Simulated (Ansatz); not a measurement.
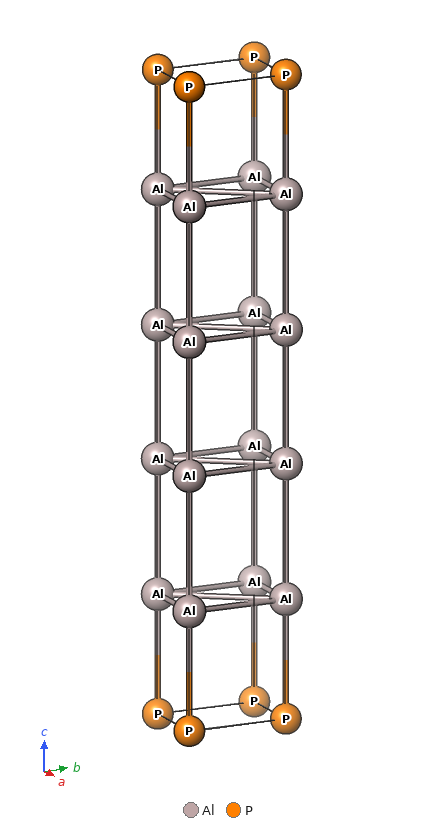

Crystal structure, ball-and-stick style, seen slightly off an axis. The frame is the conventional unit cell; atoms at its boundary are shown with their periodic copies. Cell: a = 2.76 Å, b = 2.76 Å, c = 13.46 Å, α = 90.00°, β = 90.00°, γ = 120.00°.

The model was built from a random cell made by a generator, so it need not be a real form of the compound. Earlier steps of the study may have refined or changed the cell and positions. It was run through Ansatz as a DFT input.

**What can be read from this drawing?**

Chemical formula Al$_{4}$P. It is primitive hexagonal, space group P6/mmm (No. 191). Cell content 4 Al, 1 P; Z = 1. P is coordinated by two Al in a linear arrangement at about 2.5 Å. Al takes two kinds of site: 2e with eight Al at about 2.8 Å; 2e with seven Al and one P (about 2.8 Å to Al, 2.5 Å to P). The bonds build a three-dimensional framework.

The numbers come from DFT PBE, scalar-relativistic, plane waves, PAW in Ansatz 0.2.0, using an energy cutoff of 420 eV, k-points on an 18×18×4 grid, Gaussian smearing of 0.1 eV, no spin polarisation.

**What does the calculation say: metal or gapped?**

A metal: bands cross the Fermi level.

**What net charge does each kind of atom have (Bader)?**

Al -0.01 to +0.36 e; P -0.72 e.

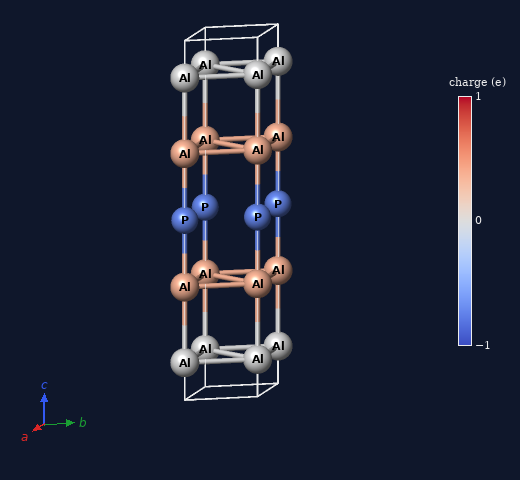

The atoms coloured by those charges. The run's cell of 5 atoms is drawn, so axes and origin can differ from the first picture.

**Has the structure come to rest?**

Yes. All forces vanish to within 0.01 eV/Å. The pressure is 0.0 GPa, close to zero.
